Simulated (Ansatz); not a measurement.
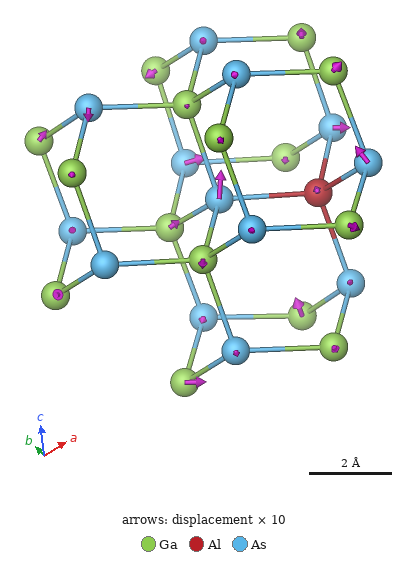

A relaxation of crystalline Ga56Al8As64 (a generated structure, set up in P1). The starting structure is drawn; purple arrows show the displacements, magnified 10 times.

Style: ball-and-stick. Shown: the atoms within 5.0 Å of the atom that moves most (axes of the cell of the calculation), slightly off an axis.

Method: DFT, PBEsol, PAW, plane waves in Ansatz. Settings: plane-wave cutoff 420 eV; k-point mesh 1 × 1 × 1; mesh shifted by (0.5, 0.5, 0.5); no spin polarisation; cell relaxed at fixed shape; force threshold 0.03 eV/Å; at most 80 steps.

> What happened in the run?

The energy falls by 5.8 meV per atom in 3 geometry steps. Largest force component: 0.67 eV/Å at the start, 0.018 eV/Å at the end. Pressure: 0.07 GPa at the start and 0.02 GPa at the end. The atom that moves furthest is an As atom (0.073 Å roughly along [0 −1 3]). By element the largest moves are As 0.073 Å, Al 0.064 Å, Ga 0.061 Å. The cell doesn't change. Near-neighbour distances that change, for instance: As–Ga 2.527 → 2.452 Å, As–Ga 2.399 → 2.452 Å, As–Ga 2.503 → 2.451 Å, As–Ga 2.483 → 2.450 Å. Bond angles that change, for instance: Ga–As–Ga 111.8° → 109.5°, As–Ga–As 107.3° → 109.4°, Ga–As–Al 107.4° → 109.4°. The space group stays P1 (No. 1). Cost: 6.9 s on 1 × NVIDIA GB200 with 8 threads of Arm Neoverse-V2, peak memory 2.9 GiB.
